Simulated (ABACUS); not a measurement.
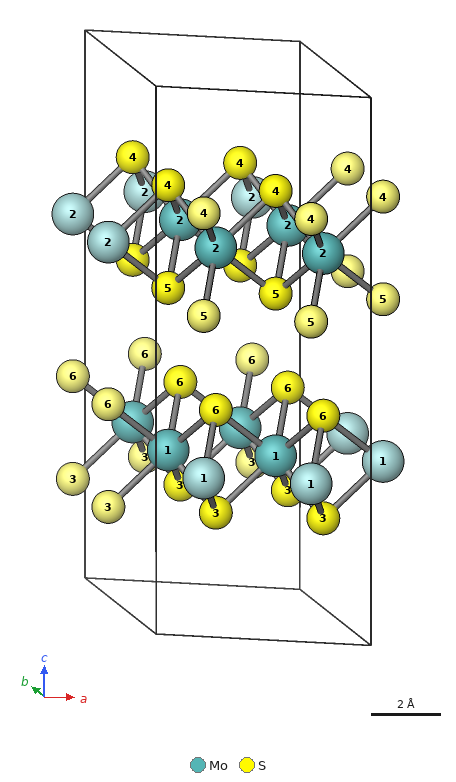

Figure 1. The input geometry (ball-and-stick view of the 2 × 2 repeat of the cell, with the vacuum cut short, seen slightly off an axis; neighbours outside the cell are drawn fainter; atoms are numbered from 1 in the order of the input). An atom can appear more than once, as a periodic image.

**Run report: MoS$_{2}$, band-structure run (part 1 of 2)**

MoS$_{2}$ (P-3m1, 6 atoms in the cell), computed with Kohn-Sham DFT of a periodic cell, r2SCAN, SG15 ONCV 1.2 PBE, no spin polarisation (ABACUS 3.10.1).

The structure derives from a Materials Project entry.

## The input
```python
"""ABACUS run from a structure file: ASE reads it, the script writes STRU, KPT and INPUT."""
import re
import subprocess
import spglib
from ase import Atoms
from ase.io import read
from ase.units import Bohr

atoms = read("MoS2.cif")
cell, frac, numbers = spglib.standardize_cell((atoms.cell[:], atoms.get_scaled_positions(), atoms.numbers), to_primitive=True, symprec=1e-4)
atoms = Atoms(numbers=numbers, cell=cell, scaled_positions=frac, pbc=True)  # the primitive cell
atoms = atoms[(-atoms.numbers).argsort(kind="stable")]  # ABACUS lists atoms element by element
pseudo = {'Mo': 'Mo_ONCV_PBE-1.2.upf', 'S': 'S_ONCV_PBE-1.2.upf'}
orbital = {}
magmoms = None
kmesh = [6, 6, 1]
params = {
    'suffix': 'MoS2',
    'calculation': 'scf',
    'basis_type': 'pw',
    'pseudo_dir': './',
    'symmetry': 1,
    'dft_functional': 'MGGA_X_R2SCAN+MGGA_C_R2SCAN',
    'ecutwfc': 94,
    'pseudo_rcut': 7,
    'nspin': 1,
    'nbands': 38,
    'ks_solver': 'dav',
    'smearing_method': 'fd',
    'smearing_sigma': 0.00367493,
    'scf_thr': 1e-08,
    'scf_nmax': 100,
    'mixing_type': 'broyden',
    'mixing_beta': 0.7,
    'cal_force': 1,
    'cal_stress': 1,
    'mixing_tau': 1,
    'out_chg': 1,
    'kpar': 4,
}

symbols = atoms.get_chemical_symbols()
elements = list(dict.fromkeys(symbols))
lines = ["ATOMIC_SPECIES"] + [f"{e} {atoms.get_masses()[symbols.index(e)]:.4f} {pseudo[e]}" for e in elements]
if orbital:
    lines += ["", "NUMERICAL_ORBITAL"] + [orbital[e] for e in elements]
lines += ["", "LATTICE_CONSTANT", f"{1 / Bohr:.10f}", "", "LATTICE_VECTORS"]
lines += [" ".join(f"{x:.10f}" for x in v) for v in atoms.cell]
lines += ["", "ATOMIC_POSITIONS", "Direct"]
for e in elements:
    lines += ["", e, "0.0", str(symbols.count(e))]
    for i, p in enumerate(atoms.get_scaled_positions(wrap=False)):
        if symbols[i] == e:
            mag = "" if magmoms is None else " mag " + " ".join(str(x) for x in (magmoms[i] if isinstance(magmoms[i], list) else [magmoms[i]]))
            lines.append(" ".join(f"{x:.10f}" for x in p) + " 1 1 1" + mag)
open("STRU", "w").write("\n".join(lines) + "\n")
open("KPT", "w").write("K_POINTS\n0\nGamma\n%d %d %d 0 0 0\n" % tuple(kmesh))
open("INPUT", "w").write("INPUT_PARAMETERS\n" + "".join(f"{k:<20s}{v}\n" for k, v in params.items()))

done = subprocess.run(['mpirun', '-np', '4', 'abacus'])
if done.returncode:
    raise SystemExit(done.returncode)
log = open("OUT.MoS2/running_scf.log").read()
print("final energy (eV):", re.findall(r"FINAL_ETOT_IS (\S+)", log))
```

## File MoS2.cif
```
data_MoS2
_cell_length_a 3.18454146
_cell_length_b 3.18454146
_cell_length_c 21.67053472
_cell_angle_alpha 90.00000000
_cell_angle_beta 90.00000000
_cell_angle_gamma 120.00000000
_space_group_name_H-M_alt 'P-3m1'
_space_group_name_Hall '-P 3 2"'
_space_group_IT_number 164
loop_
_space_group_symop_operation_xyz
'x,y,z'
'-x,-y,-z'
'-y,x-y,z'
'y,-x+y,-z'
'-x+y,-x,z'
'x-y,x,-z'
'y,x,-z'
'-y,-x,z'
'x-y,-y,-z'
'-x+y,y,z'
'-x,-x+y,-z'
'x,x-y,z'
loop_
_atom_site_label
_atom_site_type_symbol
_atom_site_symmetry_multiplicity
_atom_site_Wyckoff_symbol
_atom_site_fract_x
_atom_site_fract_y
_atom_site_fract_z
_atom_site_occupancy
Mo1 Mo 2 d 0.3333333333 0.6666666667 0.8511602300 1
S1 S 2 d 0.6666666667 0.3333333333 0.7796253900 1
S2 S 2 d 0.3333333333 0.6666666667 0.0772510000 1
```

## File INPUT
```
INPUT_PARAMETERS
suffix              MoS2
calculation         scf
basis_type          pw
pseudo_dir          ./
symmetry            1
dft_functional      MGGA_X_R2SCAN+MGGA_C_R2SCAN
ecutwfc             94
pseudo_rcut         7
nspin               1
nbands              38
ks_solver           dav
smearing_method     fd
smearing_sigma      0.00367493
scf_thr             1e-08
scf_nmax            100
mixing_type         broyden
mixing_beta         0.7
cal_force           1
cal_stress          1
mixing_tau          1
out_chg             1
kpar                4
```

## File STRU
```
ATOMIC_SPECIES
Mo 95.9500 Mo_ONCV_PBE-1.2.upf
S 32.0600 S_ONCV_PBE-1.2.upf

LATTICE_CONSTANT
1.8897261258

LATTICE_VECTORS
3.1845414600 0.0000000000 0.0000000000
-1.5922707300 2.7578938038 0.0000000000
0.0000000000 0.0000000000 21.6705347200

ATOMIC_POSITIONS
Direct

Mo
0.0
2
0.3333333333 0.6666666667 0.8511602300 1 1 1
0.6666666667 0.3333333333 0.1488397700 1 1 1

S
0.0
4
0.6666666667 0.3333333333 0.7796253900 1 1 1
0.3333333333 0.6666666667 0.2203746100 1 1 1
0.3333333333 0.6666666667 0.0772510000 1 1 1
0.6666666667 0.3333333333 0.9227490000 1 1 1
```

## File KPT
```
K_POINTS
0
Gamma
6 6 1 0 0 0
```

Run as:
```bash
OMP_NUM_THREADS=1 python run_abacus.py > log
```

## The program's output
```
ABACUS v3.10.1

               Atomic-orbital Based Ab-initio Computation at UStc

 ------------------------------------------------------------------------------------

 READING GENERAL INFORMATION
                           global_out_dir = OUT.MoS2/
                           global_in_card = INPUT
                               pseudo_dir = ./
                              orbital_dir =
                                    DSIZE = 4
                                    GSIZE = 1

 READING UNITCELL INFORMATION
                                    ntype = 2
                  lattice constant (Bohr) = 1.88973
              lattice constant (Angstrom) = 1

 READING ATOM TYPE 1
                               atom label = Mo
                      L=0, number of zeta = 1
                      L=1, number of zeta = 1
                      L=2, number of zeta = 1
             number of atom for this type = 2

 READING ATOM TYPE 2
                               atom label = S
                      L=0, number of zeta = 1
                      L=1, number of zeta = 1
                      L=2, number of zeta = 1
             number of atom for this type = 4

                        TOTAL ATOM NUMBER = 6
DIRECT COORDINATES
    atom                   x                   y                   z     mag                  vx                  vy                  vz
taud_Mo1            0.3333333333        0.6666666667        0.8511602300  0.0000        0.0000000000        0.0000000000        0.0000000000
taud_Mo2            0.6666666667        0.3333333333        0.1488397700  0.0000        0.0000000000        0.0000000000        0.0000000000
taud_S1            0.6666666667        0.3333333333        0.7796253900  0.0000        0.0000000000        0.0000000000        0.0000000000
taud_S2            0.3333333333        0.6666666667        0.2203746100  0.0000        0.0000000000        0.0000000000        0.0000000000
taud_S3            0.3333333333        0.6666666667        0.0772510000  0.0000        0.0000000000        0.0000000000        0.0000000000
taud_S4            0.6666666667        0.3333333333        0.9227490000  0.0000        0.0000000000        0.0000000000        0.0000000000

                          Volume (Bohr^3) = 1284.37
                             Volume (A^3) = 190.324

 Lattice vectors: (Cartesian coordinate: in unit of a_0)
             +3.18454                  +0                  +0
             -1.59227            +2.75789                  +0
                   +0                  +0            +21.6705
 Reciprocal vectors: (Cartesian coordinate: in unit of 2 pi/a_0)
            +0.314017           +0.181298                  -0
                   -0           +0.362596                  -0
                   +0                  -0          +0.0461456
 The esolver type has been set to : ksdft_pw

                PAO radial cut off (Bohr) = 7

 Read in pseudopotential file is Mo_ONCV_PBE-1.2.upf
                     pseudopotential type = NC
          exchange-correlation functional = PBE
                 nonlocal core correction = 0
                        valence electrons = 14
                                     lmax = 2
                           number of zeta = 0
                     number of projectors = 6
                           L of projector = 0
                           L of projector = 0
                           L of projector = 1
                           L of projector = 1
                           L of projector = 2
                           L of projector = 2
 XC functional updated to : MGGA_X_R2SCAN+MGGA_C_R2SCAN
          exchange-correlation functional = MGGA_X_R2SCAN+MGGA_C_R2SCAN
                PAO radial cut off (Bohr) = 7

 Read in pseudopotential file is S_ONCV_PBE-1.2.upf
                     pseudopotential type = NC
          exchange-correlation functional = PBE
                 nonlocal core correction = 0
                        valence electrons = 6
                                     lmax = 1
                           number of zeta = 0
                     number of projectors = 4
                           L of projector = 0
                           L of projector = 0
                           L of projector = 1
                           L of projector = 1
 XC functional updated to : MGGA_X_R2SCAN+MGGA_C_R2SCAN
          exchange-correlation functional = MGGA_X_R2SCAN+MGGA_C_R2SCAN
     initial pseudo atomic orbital number = 0

 SETUP THE ELECTRONS NUMBER
            electron number of element Mo = 14
      total electron number of element Mo = 28
             electron number of element S = 6
       total electron number of element S = 24
            AUTOSET number of electrons:  = 52
                           occupied bands = 26
                                   NBANDS = 38
                                   NLOCAL = 54

%%%%%%%%%%%%%%%%%%%%%%%%%%%%%%%%%%%%%%%%%%%%%%%%%%%%%%%%%%%%%%%%%%%%%%%%%%%%%%%%%%%%%%%%%%%%%%%%%%%%%%%%%%
 Warning: the number of valence electrons in pseudopotential > 6 for Mo: [Kr] 4d5 5s1
 Pseudopotentials with additional electrons can yield (more) accurate outcomes, but may be less efficient.
 If you're confident that your chosen pseudopotential is appropriate, you can safely ignore this warning.
%%%%%%%%%%%%%%%%%%%%%%%%%%%%%%%%%%%%%%%%%%%%%%%%%%%%%%%%%%%%%%%%%%%%%%%%%%%%%%%%%%%%%%%%%%%%%%%%%%%%%%%%%%

 SETUP THE PLANE WAVE BASIS
 energy cutoff for charge/potential (unit:Ry) = 376
            fft grid for charge/potential = [ 40, 40, 256 ]
                        fft grid division = [ 1, 1, 1 ]
        big fft grid for charge/potential = [ 40, 40, 256 ]
                                     nbxx = 409600
                                     nrxx = 409600

 SETUP PLANE WAVES FOR CHARGE/POTENTIAL
                    number of plane waves = 158095
                         number of sticks = 931

 PARALLEL PW FOR CHARGE/POTENTIAL
     PROC   COLUMNS(POT)             PW
        1            931         158095
 --------------- sum -------------------
        1            931         158095
                            number of |g| = 7344
                                  max |g| = 34.0045
                                  min |g| = 0

----------- Double Check Mixing Parameters Begin ------------
mixing_type: broyden
mixing_beta: 0.7
mixing_gg0: 1
mixing_gg0_min: 0.1
mixing_ndim: 8
----------- Double Check Mixing Parameters End ------------

 LATTICE VECTORS: (CARTESIAN COORDINATE: IN UNIT OF A0)
             +3.18454                  +0                  +0
             -1.59227            +2.75789                  +0
                   +0                  +0            +21.6705
                       right hand lattice = 1
                                   NORM_A = 3.18454
                                   NORM_B = 3.18454
                                   NORM_C = 21.6705
                           ALPHA (DEGREE) = 90
                           BETA  (DEGREE) = 90
                           GAMMA (DEGREE) = 120

 The lattice vectors have been changed (STRU_SIMPLE.cif)

(for optimal symmetric configuration:)
                             BRAVAIS TYPE = 4
                     BRAVAIS LATTICE NAME = 04. Hexagonal cell
                                    ibrav = 4
                                    IBRAV = 4
                                  BRAVAIS = HEXAGONAL CELL
                       LATTICE CONSTANT A = 3.18454
                                C/A RATIO = 6.80492
Original cell was already a primitive cell.
                        ROTATION MATRICES = 24
              PURE POINT GROUP OPERATIONS = 12
                   SPACE GROUP OPERATIONS = 12
                                       C2 = 3
                                       C3 = 2
                                       C4 = 0
                                       C6 = 0
                                       S1 = 3
                                       S3 = 0
                                       S4 = 0
                                       S6 = 2
                              POINT GROUP = D_3d
                                       C2 = 3
                                       C3 = 2
                                       C4 = 0
                                       C6 = 0
                                       S1 = 3
                                       S3 = 0
                                       S4 = 0
                                       S6 = 2
               POINT GROUP IN SPACE GROUP = D_3d

 SETUP K-POINTS
                                    nspin = 1
                   Input type of k points = Monkhorst-Pack(Gamma)
                                   nkstot = 36
                       right hand lattice = 1
(for reciprocal lattice: )
                             BRAVAIS TYPE = 4
                     BRAVAIS LATTICE NAME = 04. Hexagonal cell
                                    ibrav = 4
                       right hand lattice = 1
(for k-lattice: )
                             BRAVAIS TYPE = 4
                     BRAVAIS LATTICE NAME = 04. Hexagonal cell
                                    ibrav = 4
                       right hand lattice = 1
                        ROTATION MATRICES = 24
                               nkstot_ibz = 7
K-POINTS REDUCTION ACCORDING TO SYMMETRY
     IBZ    DIRECT_X    DIRECT_Y    DIRECT_Z  WEIGHT  ibz2bz
       1  0.00000000  0.00000000  0.00000000  0.0278       0
       2 -0.16666667  0.16666667  0.00000000  0.1667       1
       3 -0.33333333  0.33333333  0.00000000  0.1667       2
       4  0.50000000  0.50000000  0.00000000  0.0833       3
       5 -0.16666667  0.33333333  0.00000000  0.1667       7
       6  0.50000000  0.33333333  0.00000000  0.3333       8
       7  0.33333333  0.33333333  0.00000000  0.0556      14

                               nkstot now = 7
[... K-POINTS DIRECT COORDINATES: 7 rows ...]

           k-point number in this process = 2
       minimum distributed K point number = 1
[... stars of the k points ...]

[... K-POINTS CARTESIAN COORDINATES: 2 rows ...]

[... K-POINTS DIRECT COORDINATES: 2 rows ...]

 SETUP PLANE WAVES FOR WAVE FUNCTIONS
     energy cutoff for wavefunc (unit:Ry) = 94
              fft grid for wave functions = [ 40, 40, 256 ]
                    number of plane waves = 21117
                         number of sticks = 253

 PARALLEL PW FOR WAVE FUNCTIONS
     PROC   COLUMNS(POT)             PW
        1            253          21117
 --------------- sum -------------------
        1            253          21117

 SETUP NONLOCAL PSEUDOPOTENTIALS IN PLANE WAVE BASIS
 Mo non-local projectors:
 projector 1 L=0
 projector 2 L=0
 projector 3 L=1
 projector 4 L=1
 projector 5 L=2
 projector 6 L=2
 S non-local projectors:
 projector 1 L=0
 projector 2 L=0
 projector 3 L=1
 projector 4 L=1
      TOTAL NUMBER OF NONLOCAL PROJECTORS = 68

 Init Non-Local PseudoPotential table :
 Init Non-Local-Pseudopotential done.

                                     npwx = 19843

 -------------------------------------------
 SELF-CONSISTENT
 -------------------------------------------

                                 init_chg = atomic

 PW ALGORITHM --------------- ION=   1  ELEC=   1--------------------------------

 Notice: Threshold on eigenvalues was too large.
 hsover_error=0.52 > DRHO=0.299153
 Origin diag ethr = 0.01
 New diag ethr = 0.000575295

 Density error is 0.275964662741
                          Error Threshold = 0.000575294643907
----------------------------------------------------------
     Energy           Rydberg                 eV
----------------------------------------------------------
 E_KohnSham     -356.4306745930      -4849.4881164492
 E_Harris       -360.7096841425      -4907.7070281187
 E_Fermi        0.2965287422         4.0344805149
----------------------------------------------------------

 PW ALGORITHM --------------- ION=   1  ELEC=   2--------------------------------

 Density error is 383.340244397
                          Error Threshold = 0.000530701274502
----------------------------------------------------------
     Energy           Rydberg                 eV
----------------------------------------------------------
 E_KohnSham     304.2420919898       4139.4260225010
 E_Harris       -2793.1573867446     -38002.8558705165
 E_Fermi        -0.0059925304        -0.0815325587
----------------------------------------------------------

 PW ALGORITHM --------------- ION=   1  ELEC=   3--------------------------------

 Density error is 0.610971082154
                          Error Threshold = 0.000530701274502
----------------------------------------------------------
     Energy           Rydberg                 eV
```
